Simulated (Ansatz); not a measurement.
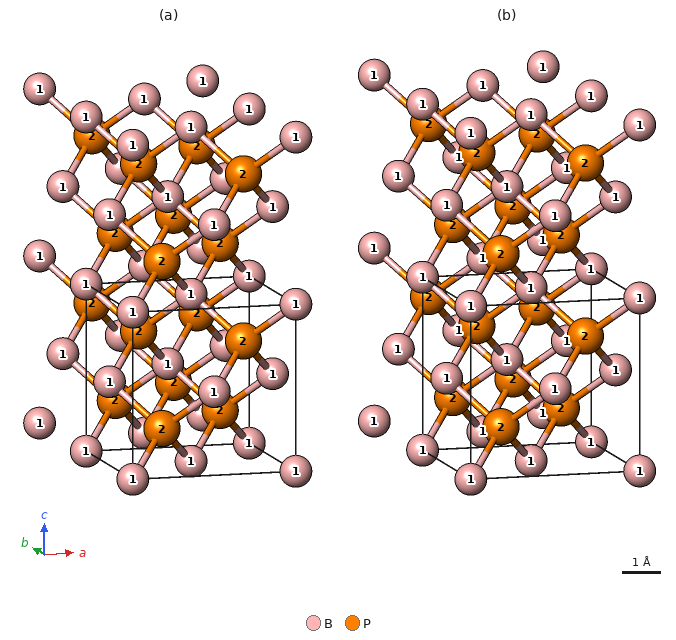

Left: a symmetric starting cell of BP. Right: the same structure after one change, at the same scale. Style: ball-and-stick. Shown: the conventional cell (4 times the calculation's cell), repeated 1 × 2 × 2 with one cell outlined, slightly off an axis. Lengths and directions refer to the drawn axes.

All numbers below come from Ansatz, DFT PBE, scalar-relativistic, plane waves, PAW. (plane-wave cutoff 420 eV; k-point mesh 10 × 10 × 10; occupations gaussian; smearing width 0.02 eV; no spin polarisation)

### Which change leads from the left to the right?

All lengths are scaled by +3.5 % (volume +11.0 %), the atoms keeping their fractional coordinates. No relaxation follows. The starting cell wasn't computed here and needn't be at equilibrium, so pressure and forces aren't due to the change alone.

### How do the computed properties respond?

The pressure is −13.1 GPa (not all of it need come from the change, since the unchanged cell can be under pressure at this level too). All forces vanish by symmetry. Among the bonded contacts that change: B–P 1.965 → 2.035 Å. The space group stays F-43m (No. 216).
